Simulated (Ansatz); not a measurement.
Structure data:

```
Sn O
1.0
     4.05228    0.00000    0.00000
     0.00000    4.05228    0.00000
     0.00000    0.00000   10.36276
Sn O
4 8
Direct
  0.00000 0.50000 0.25000
  0.00000 0.00000 0.00000
  0.50000 0.00000 0.75000
  0.50000 0.50000 0.50000
  0.50000 0.50000 0.29759
  0.00000 0.50000 0.45241
  0.00000 0.00000 0.20241
  0.00000 0.50000 0.04759
  0.00000 0.00000 0.79759
  0.50000 0.00000 0.95241
  0.50000 0.50000 0.70241
  0.50000 0.00000 0.54759
```

**Before looking at a picture, describe the arrangement of atoms.**

The formula is SnO₂. It is body-centred tetragonal, space group I4_1/amd (No. 141). It belongs to the family called anatase. One cell contains 4 Sn, 8 O, 12 atoms in all. The coordination shell of Sn holds six O at 2.09 to 2.10 Å. O is coordinated by three Sn at 2.09 to 2.10 Å. The bonds build a three-dimensional framework.

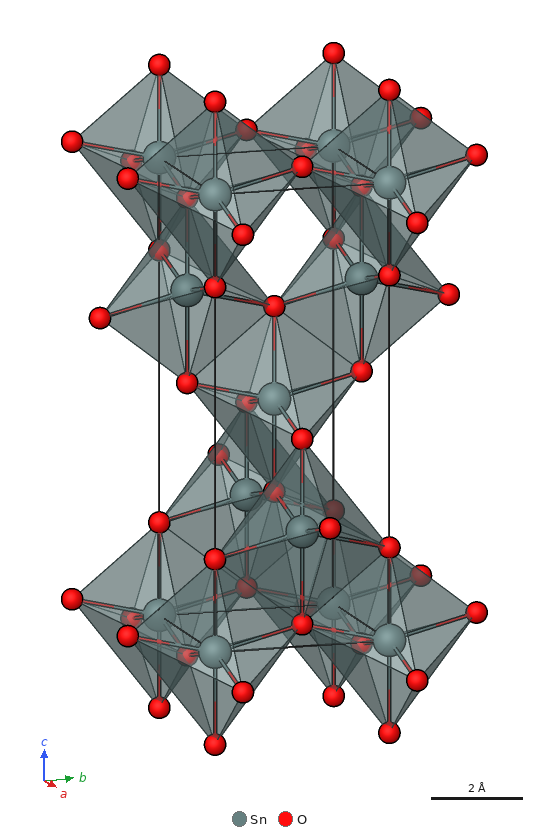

Crystal structure, polyhedral style, seen slightly off an axis. The conventional unit cell is outlined; an atom on or near a face, edge or corner is repeated at each equivalent position. Some atoms of the next cells are drawn as well. Colours: tin teal, oxygen red.

The cell started as a structure listed in the Materials Project. Earlier steps of the study may have refined or changed the cell and positions. It was the input of a calculation with Ansatz.
